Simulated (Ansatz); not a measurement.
# ZnO (slab): what the fields show

Input file:

```
crystal:
  lattice:
    - [3.2300235058, 0.0, 0.0]
    - [-1.6150117529, 5.9172362761, 0.0]
    - [0.0, 0.0, 26.9140643044]
  atoms:
    - { symbol: O, position: [0.3895069378, 0.7790138757, 0.2786647128] }
    - { symbol: Zn, position: [0.879747049, 0.7594940981, 0.320282032] }
    - { symbol: Zn, position: [0.148370217, 0.2967404341, 0.3355465346] }
    - { symbol: O, position: [0.7326227778, 0.4652455556, 0.3549872256] }
    - { symbol: O, position: [0.0012459458, 0.0024918916, 0.3702517282] }
    - { symbol: Zn, position: [0.491486057, 0.982972114, 0.4118690474] }
    - { symbol: Zn, position: [0.760109225, 0.52021845, 0.42713355] }
    - { symbol: O, position: [0.3443617857, 0.6887235715, 0.446574241] }
    - { symbol: O, position: [0.6129849537, 0.2259699075, 0.4618387436] }
    - { symbol: Zn, position: [0.1032250649, 0.2064501299, 0.5034560628] }
    - { symbol: Zn, position: [0.3718482329, 0.7436964659, 0.5187205654] }
    - { symbol: O, position: [0.9561007937, 0.9122015874, 0.5381612564] }
    - { symbol: O, position: [0.2247239617, 0.4494479234, 0.553425759] }
    - { symbol: Zn, position: [0.7149640729, 0.4299281458, 0.5950430782] }
    - { symbol: Zn, position: [0.9835872409, 0.9671744818, 0.6103075808] }
    - { symbol: O, position: [0.5678398016, 0.1356796033, 0.6297482718] }
    - { symbol: O, position: [0.8364629696, 0.6729259393, 0.6450127744] }
    - { symbol: Zn, position: [0.3267030808, 0.6534061617, 0.6866300936] }
    - { symbol: Zn, position: [0.5953262488, 0.1906524977, 0.7018945962] }
    - { symbol: O, position: [0.1795788096, 0.3591576192, 0.7213352872] }
basis:
  ecutwfc: 420
kpoints:
  mp_grid: { grid: [9, 5, 1] }
hamiltonian:
  xc: pbesol
scf:
  occupations: { method: gaussian, width: 0.05 }
output:
  forces: true
  eigenvalues: true
  write_density: true
  write_potential: true
  elf: true
  volumetric_format: npy
relax:
  adjacent_minimum: "off"
  f_tol: 0.02
  max_steps: 60
efield:
  axis: 3
  dipole_correction: true
  ramp_width: 0.04
```

Launched as:

```sh
ansatz run input.yaml --threads 2 --pin off --max-ram 5120MiB --backend cpu --events-out ev --progress --plain --runs-dir out
```

The fields are those of the relaxed geometry.

Method: Ansatz 0.2.0, DFT PBEsol, scalar-relativistic, plane waves, PAW.

The density is the valence pseudo-density of a PAW calculation; it isn't the true density close to the nuclei.

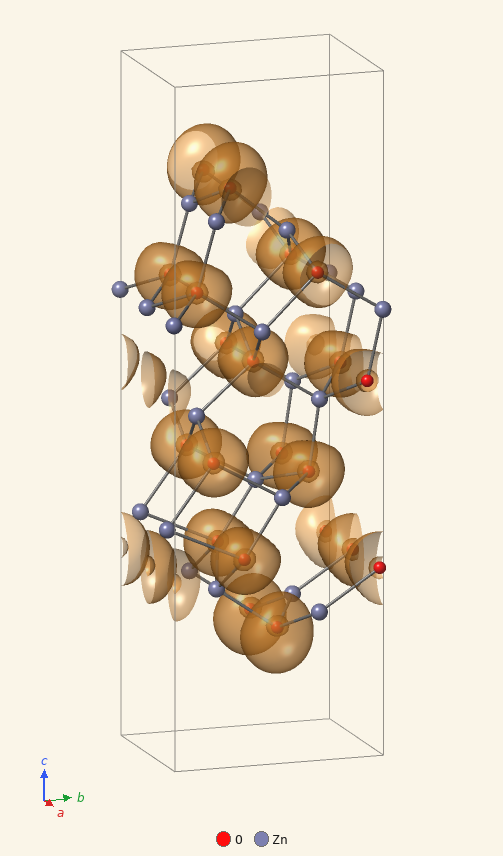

Figure 1. Isosurface of the electron localisation function at 0.6 (orange), seen at an oblique angle. Core shells and regions of very low density are left out. Sticks mark near contacts.

**What do the ELF domains correspond to?**

The ELF exceeds this value in ten regions wrapped around O (the valence shell of each), counted in one cell of 20 atoms. Counts are for one cell; the picture repeats the cell along the surface.


Zn–O (1.88 Å): the ELF peaks at about 0.80 in the valence shell of O, 0.6 Å from its nucleus, and is about 0.30 at the midpoint. Zn–O (1.92 Å): the ELF peaks at about 0.85 in the valence shell of O, 0.6 Å from its nucleus, and is about 0.30 at the midpoint; no shared electron pair shows on this line.

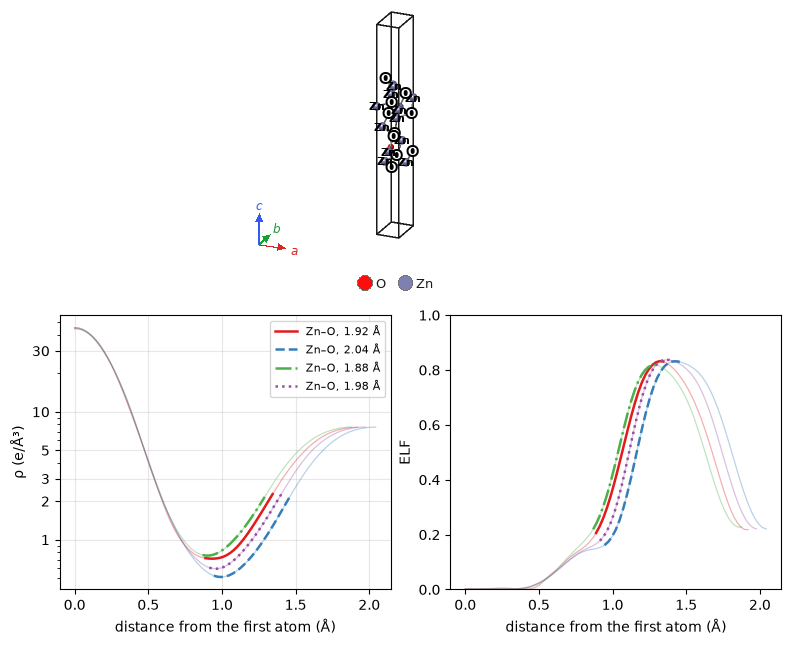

Figure 2. Valence electron density and ELF along straight lines between neighbouring atoms. Thin, pale parts lie inside the atomic spheres. The structure is drawn too.

**Compare the contacts.**

Zn–O (1.92 Å): ρ at the midpoint is about 0.71 e/Å³; the ELF peaks at about 0.85 in the valence shell of O, 0.6 Å from its nucleus, and is about 0.30 at the midpoint (no shared electron pair shows on this line).
Zn–O (2.04 Å): the density is about 0.51 e/Å³ at the midpoint; the ELF peaks at about 0.85 in the valence shell of O, 0.6 Å from its nucleus, and is about 0.20 at the midpoint; no shared electron pair shows on this line.
Zn–O (1.88 Å): the density is about 0.76 e/Å³ at the midpoint; the ELF peaks at about 0.80 in the valence shell of O, 0.6 Å from its nucleus, and is about 0.30 at the midpoint.
Zn–O (1.98 Å): ρ is about 0.6 e/Å³ halfway; the ELF peaks at about 0.85 in the valence shell of O, 0.6 Å from its nucleus, and is about 0.25 at the midpoint (no localised pair shows between them).
